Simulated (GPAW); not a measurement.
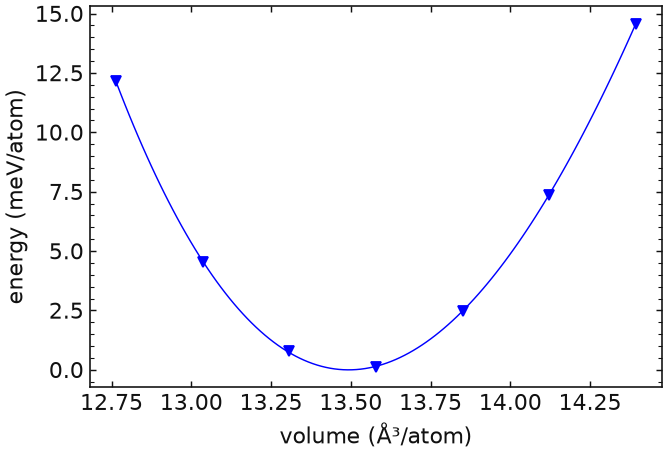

The plot gives the computed energy against volume for CaF₂, space group Fm-3m (No. 225).

Cell as given: a = 3.862 Å, b = 3.862 Å, c = 3.862 Å, α = 60.00°, β = 60.00°, γ = 60.00°; 3 atoms.

Calculation (GPAW 26.7.0): PAW DFT in plane waves, on a grid or in atomic orbitals, no spin polarisation; energies at scaled volumes of the given cell, shape and fractions fixed, counted from the fit's minimum, third-order Birch-Murnaghan fit. Level: r2SCAN.

```
         setting                                 value
          k mesh                                 8×8×8
     occupations                           Fermi–Dirac
  smearing width                               0.05 eV
      potentials  GPAW PAW data sets (gpaw data 1.2.1)
     wave cutoff                                800 eV
program settings                              basis pw
```

Q: Give the fitted equation-of-state parameters.

A: A third-order Birch–Murnaghan fit gives V0 = 13.49 Å³/atom, B0 = 88.4 GPa and B′ = 5.0.

Caveats: the fit and the printed pressures don't fully agree.
